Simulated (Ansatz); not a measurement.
**Two runs on Na4F**

System: Na4F (Im-3m, 5 atoms in the cell).
Method of the first run: DFT PBE, scalar-relativistic, plane waves, PAW, no spin polarisation (Ansatz 0.2.0).

The structure was made by a generator, so it may or may not be a known phase. Text and figures count atoms from 1; the logs count them from 0 in places.

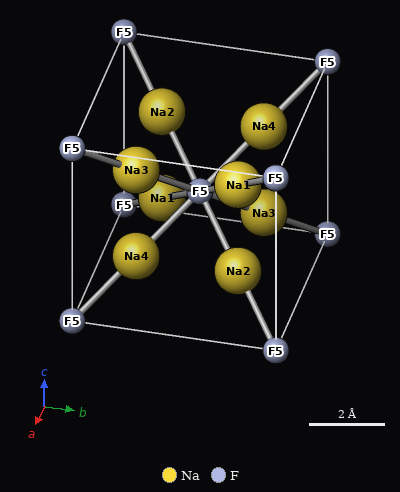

Fig. 1: The input geometry (ball-and-stick view of the cell 2 times as large as that of the calculation, set on its symmetry axes, seen at an oblique angle; atoms are numbered from 1 in the order of the input). Near neighbours in the crystal (not all of them lie inside the picture): Na has 2 F at 2.46 Å; F has 8 Na at 2.46 Å.

Input file, the first run:
```yaml
crystal:
  lattice:
    - [-2.83850542, 2.83850542, 2.83850542]
    - [2.83850542, -2.83850542, 2.83850542]
    - [2.83850542, 2.83850542, -2.83850542]
  atoms:
    - { symbol: Na, position: [0.5, 0.5, 0.5] }
    - { symbol: Na, position: [0.0, 0.0, 0.5] }
    - { symbol: Na, position: [0.0, 0.5, 0.0] }
    - { symbol: Na, position: [0.5, 0.0, 0.0] }
    - { symbol: F, position: [0.0, 0.0, 0.0] }
basis:
  ecutwfc: 420
kpoints:
  mp_grid: { grid: [4, 4, 4] }
hamiltonian:
  xc: pbe
scf:
  occupations: { method: gaussian, width: 0.1 }
  lower_state_search: "off"
output:
  forces: true
  stress: true
  eigenvalues: true
```

Command:
```bash
ansatz run input.yaml --threads 1 --pin off --max-ram 2048MiB --backend cpu --events-out ev --progress --plain --runs-dir out
```

Hardware: 1 thread of Arm Neoverse V1, 24 GiB of memory available, shared host.

Output, shortened to warnings, some set-up lines, iterations and results (the first run):
```
Basis set: ecut = 420 eV, 1745 PW (Γ), exchange–correlation on 72×72×72 points (8 copies of the dense FFT grid, shifted against one another)
Symmetry: 48 space group operations
k-points: 8 of 64
Initial density: superposition of atomic densities (neutral atoms: chi_scale 0, normalization atom), corrected by the library's trained network
[...]
SCF iter   1: F=—  HF=-6754.543034 eV  |F-HF|=—  |Δ(HF+E_count)|=         —  Δρ=3.45e-3  dr2=1.82e-2  ethr=1.77e-3  ⟨swp⟩=5.2  Hψ=857  notcnv=0
SCF iter   2: F=—  HF=-6754.536692 eV  |F-HF|=—  |Δ(HF+E_count)|=   6.34e-3  Δρ=2.12e-3  dr2=4.69e-3  ethr=4.24e-5  ⟨swp⟩=2.0  Hψ=324  notcnv=0
SCF iter   3: F=—  HF=-6754.535554 eV  |F-HF|=—  |Δ(HF+E_count)|=   1.14e-3  Δρ=8.17e-4  dr2=1.80e-3  ethr=1.09e-5  ⟨swp⟩=2.0  Hψ=234  notcnv=0
SCF iter   4: F=—  HF=-6754.534928 eV  |F-HF|=—  |Δ(HF+E_count)|=   6.26e-4  Δρ=1.35e-4  dr2=9.25e-6  ethr=4.19e-6  ⟨swp⟩=2.0  Hψ=237  notcnv=0
SCF iter   5: F=—  HF=-6754.534948 eV  |F-HF|=—  |Δ(HF+E_count)|=   2.00e-5  Δρ=4.01e-5  dr2=8.61e-7  ethr=2.15e-8  ⟨swp⟩=2.5  Hψ=349  notcnv=0
SCF iter   6: F=-6754.534948 eV  HF=-6754.534948 eV  |F-HF|=2.04e-8  |Δ(HF+E_count)|=   4.98e-8  Δρ=8.64e-6  dr2=3.37e-8  ethr=2.33e-10  ⟨swp⟩=7.5  Hψ=1011  notcnv=0
SCF 1 converged in 6 iterations: F = -6754.534948 eV  dr2 = 3.37e-8
SCF converged after 6 iterations
Free energy (F): -6754.534948 eV
Harris-Foulkes:  -6754.534948 eV  (|F-HF|=2.04e-8)
Internal energy: -6754.514837 eV  (E = F + TS)
E sigma→0 (E₀):  -6754.524892 eV
Entropy (-TS):   -0.020111 eV (-4.022 meV/atom)
Fermi energy:    5.350191 eV
--- Per-component energies (eV) ---
  E_band       = -896.208304
  E_kinetic    = 694.028403
  E_local      = -5762.610823  (includes V_loc(G=0)·N_el)
  E_nonlocal   = 535.382340
  E_hartree    = 2083.514635
  E_xc         = -237.800382
  E_vxc        = -305.430228  (∫ρ·V_xc dr)
  E_paw        = -1252.828934  (= ΣΔE_a)
  E_vpaw       = -224.612573  (= ΣTr[D̂ρ^β])
  E_aug_tail   = 0.002050  (compensation charges beyond the density's cutoff)
  E_ewald      = -2814.202125
  E_smearing   = -0.020111  (= −TS)
  E_closure    = 0.000000  (closes the sum)
  Σ components = -6754.534948   (vs F -6754.534948, Δ=0.00e0)
--- Forces (eV/Å), atoms counted from 1 ---
  atom   1  Na     0.00000000     0.00000000     0.00000000
  atom   2  Na     0.00000000     0.00000000    -0.00000000
  atom   3  Na     0.00000000    -0.00000000    -0.00000000
  atom   4  Na     0.00000000    -0.00000000     0.00000000
  atom   5  F     -0.00000000     0.00000000     0.00000000
  max |Σ_I F_I| component: 5.48e-29 eV/Å
--- Stress (GPa, compression-positive) ---
        8.111587      -0.000000       0.000000
        0.000000       8.111587      -0.000000
        0.000000      -0.000000       8.111587
  P = ⅓ Tr σ = 8.1116 GPa (81.116 kbar)
```

The input of the second run differs as follows (lines with − go, lines with + come):
```diff
-    - { symbol: F, position: [0.0, 0.0, 0.0] }
+    - { symbol: F, position: [0.0, 0.0, 0.0], spin: 1.0 }
+  populations: true
+magnetization:
+  spin_polarized: true
```

Predict how the results change.

With the same functional and potentials, the second run lies 0.47 meV per atom lower. With spin allowed, the absolute moment of the cell comes to 0.27 μB. The SCF takes 15 iterations against 6. The two runs start from different initial densities, which also moves the count.

Output, shortened to warnings, some set-up lines, iterations and results (the second run):
```
Basis set: ecut = 420 eV, 1745 PW (Γ), exchange–correlation on 72×72×72 points (8 copies of the dense FFT grid, shifted against one another)
Symmetry: 48 space group operations
k-points: 8 of 64
Initial density: superposition of atomic densities (chi_scale 0.1, normalization cell, long waves kept (reshape's long-wave potential 0.04 eV rms))
[...]
SCF iter   1: F=—  HF=-6775.827832 eV  |F-HF|=—  |Δ(HF+E_count)|=         —  Δρ=2.24e-1 (↑2.24e-1 ↓1.75e-1)  dr2=1.75e2  dr2_m=5.35e-1  M=0.352 μB ∫|m|=0.574 μB  β_m=0.30  …
SCF iter   2: F=—  HF=-6755.078286 eV  |F-HF|=—  |Δ(HF+E_count)|=    2.07e1  Δρ=4.84e-2 (↑3.11e-2 ↓4.84e-2)  dr2=2.29e0  dr2_m=5.63e-1  M=0.114 μB ∫|m|=0.228 μB  β_m=0.30  …
SCF iter   3: F=—  HF=-6754.930338 eV  |F-HF|=—  |Δ(HF+E_count)|=   1.48e-1  Δρ=3.08e-2 (↑2.35e-2 ↓3.08e-2)  dr2=1.37e0  dr2_m=3.17e-1  M=0.130 μB ∫|m|=0.212 μB  β_m=0.30  …
SCF iter   4: F=—  HF=-6754.630330 eV  |F-HF|=—  |Δ(HF+E_count)|=   3.00e-1  Δρ=2.33e-2 (↑2.33e-2 ↓9.02e-3)  dr2=4.98e-1  dr2_m=1.82e-1  M=0.133 μB ∫|m|=0.193 μB  β_m=0.30  …
SCF iter   5: F=—  HF=-6754.511840 eV  |F-HF|=—  |Δ(HF+E_count)|=   1.18e-1  Δρ=1.25e-2 (↑1.25e-2 ↓1.21e-2)  dr2=9.97e-2  dr2_m=1.07e-1  M=0.132 μB ∫|m|=0.175 μB  β_m=0.30  …
[... 6 lines ...]
SCF iter  12: F=—  HF=-6754.537278 eV  |F-HF|=—  |Δ(HF+E_count)|=   2.47e-5  Δρ=1.20e-5 (↑8.75e-6 ↓1.20e-5)  dr2=7.41e-7  dr2_m=8.79e-9  M=0.266 μB ∫|m|=0.267 μB  β_m=0.96  …
SCF iter  13: F=—  HF=-6754.537278 eV  |F-HF|=—  |Δ(HF+E_count)|=   6.60e-8  Δρ=4.93e-6 (↑4.93e-6 ↓4.38e-6)  dr2=1.14e-7  dr2_m=7.47e-9  M=0.267 μB ∫|m|=0.268 μB  β_m=0.98  …
SCF iter  14: F=-6754.537278 eV  HF=-6754.537278 eV  |F-HF|=5.62e-9  |Δ(HF+E_count)|=   1.66e-9  Δρ=1.90e-6 (↑1.90e-6 ↓1.27e-6)  dr2=5.53e-9  dr2_m=9.38e-10  M=0.266 μB …
SCF iter  15: F=-6754.537278 eV  HF=-6754.537278 eV  |F-HF|=4.46e-11  |Δ(HF+E_count)|=   9.82e-9  Δρ=3.60e-7 (↑3.60e-7 ↓2.82e-7)  dr2=2.71e-10  dr2_m=6.87e-12  M=0.266 μB …
SCF 1 converged in 15 iterations: F = -6754.537278 eV  dr2 = 2.71e-10
SCF converged after 15 iterations
Magnetization: 0.2663 μB (21.6332 up, 21.3668 down)
Absolute magnetization: 0.2674 μB (∫|ρ↑−ρ↓|, with the PAW one-centre terms)
Spin contamination: 0.0002 ħ² per cell (⟨S²⟩ above its minimum at these occupations)
Per-site moments (μB) at R_I (Å): [(0.00890832429712616, 1.0140148435311747), (0.008908324297125814, 1.0140148435311747), (0.008908324297126055, 1.0140148435311747), (0.008908324297125928, 1.0140148435311747), (0.01063484468764759, 1.0140148435311747)]
Free energy (F): -6754.537278 eV
Harris-Foulkes:  -6754.537278 eV  (|F-HF|=4.46e-11)
Internal energy: -6754.527015 eV  (E = F + TS)
E sigma→0 (E₀):  -6754.532147 eV
Entropy (-TS):   -0.010263 eV (-2.053 meV/atom)
Fermi energy:    5.325739 eV
--- Per-component energies (eV) ---
  E_band       = -896.236245
  E_kinetic    = 694.028318
  E_local      = -5762.605250  (includes V_loc(G=0)·N_el)
  E_nonlocal   = 535.381452
  E_hartree    = 2083.509967
  E_xc         = -237.813511
  E_vxc        = -305.448352  (∫ρ·V_xc dr)
  E_paw        = -1252.827916  (= ΣΔE_a)
  E_vpaw       = -224.613885  (= ΣTr[D̂ρ^β])
  E_aug_tail   = 0.002050  (compensation charges beyond the density's cutoff)
  E_ewald      = -2814.202125
  E_smearing   = -0.010263  (= −TS)
  E_closure    = 0.000000  (closes the sum)
  Σ components = -6754.537278   (vs F -6754.537278, Δ=0.00e0)
--- Forces (eV/Å), atoms counted from 1 ---
  atom   1  Na     0.00000000     0.00000000    -0.00000000
  atom   2  Na     0.00000000    -0.00000000     0.00000000
  atom   3  Na     0.00000000    -0.00000000    -0.00000000
  atom   4  Na     0.00000000    -0.00000000     0.00000000
  atom   5  F     -0.00000000     0.00000000     0.00000000
  max |Σ_I F_I| component: 7.61e-29 eV/Å
--- Stress (GPa, compression-positive) ---
        8.102296       0.000000       0.000000
        0.000000       8.102296       0.000000
       -0.000000      -0.000000       8.102296
  P = ⅓ Tr σ = 8.1023 GPa (81.023 kbar)
--- Löwdin populations: 5 sites ---
  site symbol       q [e]    m [muB]
     0     Na      8.6997     0.0522
     1     Na      8.6997     0.0522
     2     Na      8.6997     0.0522
     3     Na      8.6997     0.0522
     4      F      7.8029     0.0086
  spilling = 0.009260 (of n_electrons = 43.000000)
```

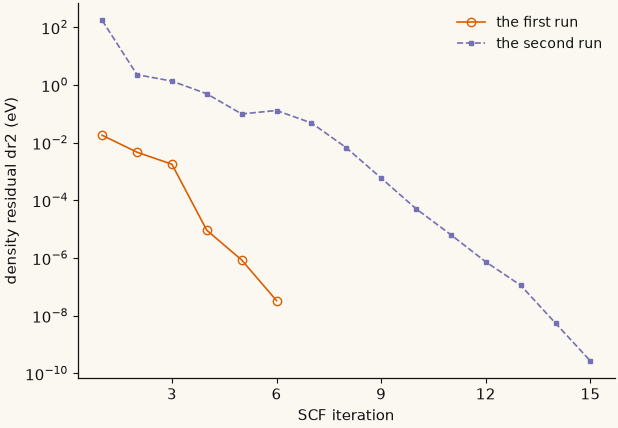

Fig. 2: Convergence of the two runs: density residual dr2 against the SCF iteration. The first run takes 6 iterations in all, and the second run takes 15.

The two runs side by side:

| quantity | the first run | the second run |
| --- | --- | --- |
| outcome | converged | converged |
| free energy per atom (eV) | −1350.9070 | −1350.9075 |
| energy per atom, smearing taken to zero (eV) | −1350.9050 | −1350.9064 |
| gap on the mesh (eV) | 0.00 | 0.00 |
| pressure (GPa) | 8.11 | 8.10 |
| largest force (eV/Å) | 0.000 | 0.000 |
| SCF iterations | 6 | 15 |
| irreducible k-points | 8 | 8 |
| plane waves at Γ | 1745 | 1745 |
| net moment of the cell (μB) | – | 0.27 |
| absolute moment of the cell (μB) | – | 0.27 |
| wall time (shared host) | 1.3 s | 5 s |

For both runs: The cell is under a pressure of 8.1 GPa at this level, so it is not at its equilibrium volume. For the first run: The cell holds an odd number of electrons but the run has no spin polarisation, so it comes out as a metal.
